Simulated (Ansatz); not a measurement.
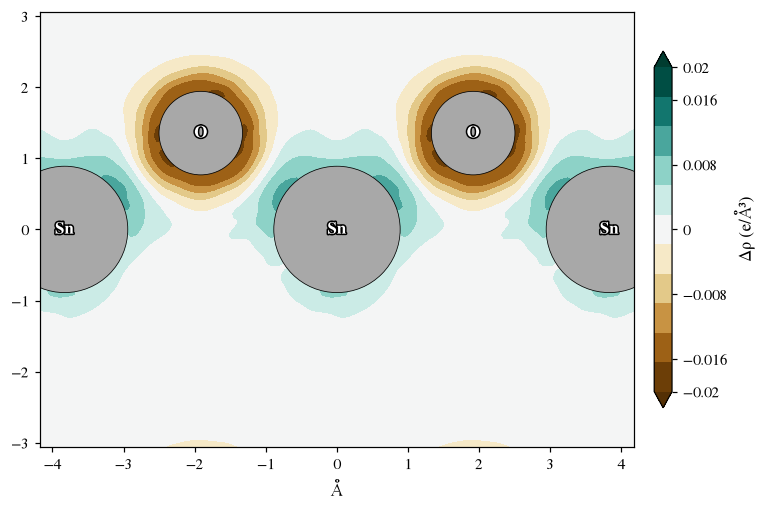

SnO. Difference of the valence pseudo-densities of two functionals at the same geometry, on the (11̄0) plane of the calculation cell: one of PBE and r2SCAN less the other.

Both computed with Ansatz (plane waves, PAW), on the same k-point mesh. Grey discs cover the atomic cores.

Which was subtracted from which, and what does the map show?

It is PBE less r2SCAN. Against r2SCAN, PBE gives more density around Sn (+0.005 e/Å³ on average at 1.0 Å from the nucleus), less density around O (−0.013 e/Å³ on average at 0.7 Å from the nucleus) and a change of +0.005 e/Å³ at the midpoint of Sn–O.
